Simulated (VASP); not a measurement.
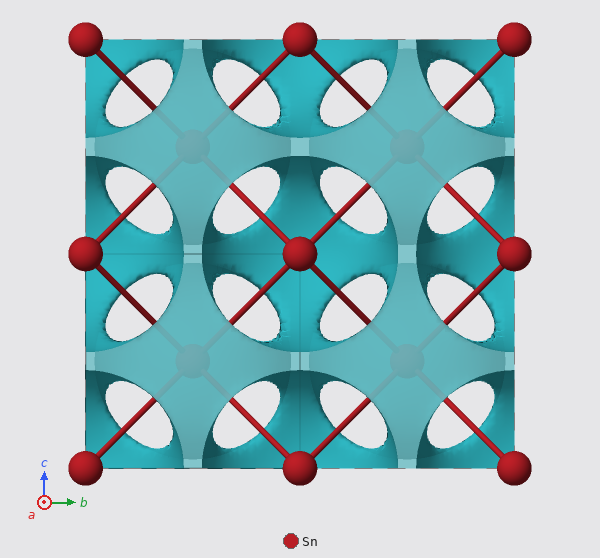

The teal surface encloses the points that the centre of a probe sphere of radius 0.10 Å can occupy in Sn in space group Im-3m, computed on a grid of about 0.16 Å (2×2×2 cells shown, view along the a axis; pale faces close the region where the box cuts it).

Atoms are hard spheres with touching radii (half the shortest distance): Sn 1.64 Å.

Origin of the cell: a cell listed in the Materials Project, as set up for an electronic-structure calculation.

Space group Im-3m (No. 229). a = 3.789 Å, b = 3.789 Å, c = 3.789 Å, α = 90.00°, β = 90.00°, γ = 90.00°
```csv
atom,site,symmetry,x,y,z
Sn,2a,m-3m,0.0000,0.0000,0.0000
```

Do these regions connect?

Answer. Where they connect, they form a three-dimensional network.

What share of the cell can the probe's centre reach?

Answer. About 20 % of the volume (11 Å³ of 54.4 Å³).

Give the largest included and the largest free sphere.

Answer. The largest sphere that fits anywhere has a diameter of 0.95 Å; the largest that can travel through the crystal, about 0.7 Å.

How does the connectivity change as the probe shrinks?

Answer. Below a radius of about 0.37 Å the space forms a three-dimensional network. These are grid estimates, good to about 0.05 Å.
